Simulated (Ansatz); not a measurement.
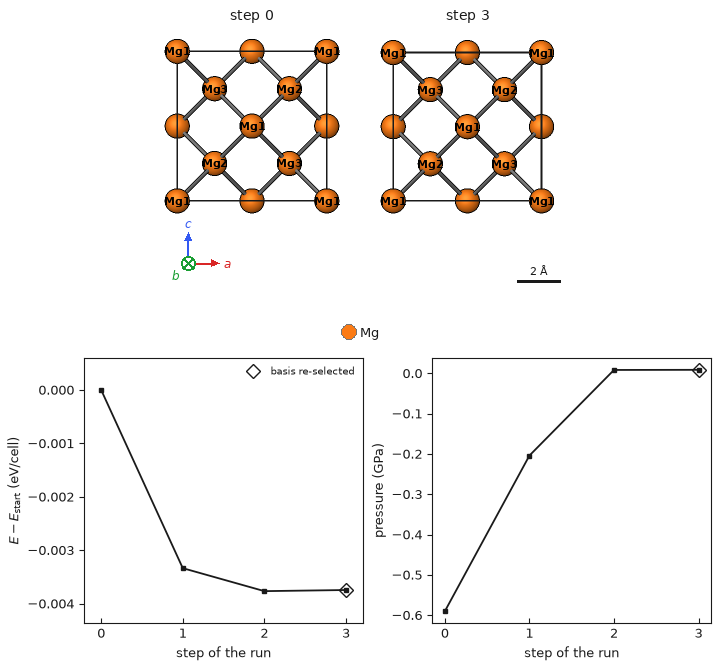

First and last geometry of a relaxation of a crystal of Mg (a generated structure, set up in Fm-3m), with the history of the run. Style: ball-and-stick. Shown: the conventional cell (4 times the calculation's cell), along the b axis. Lengths and directions refer to the drawn axes.

The run lets cell and atoms move.

The calculation used Kohn-Sham DFT of a periodic cell, PBEsol, Ansatz PAW in Ansatz.

Input file:
```yaml
crystal:
  lattice:
    - [0.0, 3.4835, 3.4835]
    - [3.4835, 0.0, 3.4835]
    - [3.4835, 3.4835, 0.0]
  atoms:
    - { symbol: Mg, position: [0.0, 0.0, 0.0] }
    - { symbol: Mg, position: [0.25, 0.25, 0.25] }
    - { symbol: Mg, position: [0.75, 0.75, 0.75] }
hamiltonian:
  xc: pbesol
  pseudopotentials: { kind: paw }
kpoints:
  mp_grid: { grid: [7, 7, 7] }
scf:
  occupations: { method: fermi_dirac, width: 0.05 }
output:
  forces: true
  stress: true
  eigenvalues: true
  write_density: true
  write_potential: true
  elf: true
  volumetric_format: npy
relax:
  f_tol: 0.01
  max_steps: 40
  cell: { stress_tol: 0.05 }
```

Launched with:
```bash
ansatz run input.yaml --threads 2 --pin off --max-ram 5632MiB --backend cpu --events-out ev --progress --plain --runs-dir out
```

Read the history and describe the run.

Answer. It converged. The atoms keep their places relative to the cell (all moves are under 0.005 Å). Cell: a = b = c 6.967 → 6.911 Å (−0.8 %). Volume −2.4 %. Among the contacts that change: Mg1–Mg2 3.017 → 2.993 Å. The space group stays Fm-3m (No. 225). Over 2 accepted moves (3 points after the start) the energy falls by 3.7 meV per cell of the calculation. All forces vanish by symmetry, so only the cell relaxes. Pressure: −0.59 GPa at the start and 0.01 GPa at the end. The SCF was repeated once at an unchanged geometry on a basis and grid sized afresh for the cell, which shifted the energy by less than 0.05 meV per cell of the calculation at most. Cost: 5 s on 2 threads of Arm Neoverse V2, with other jobs on the host, peak memory 0.32 GiB.
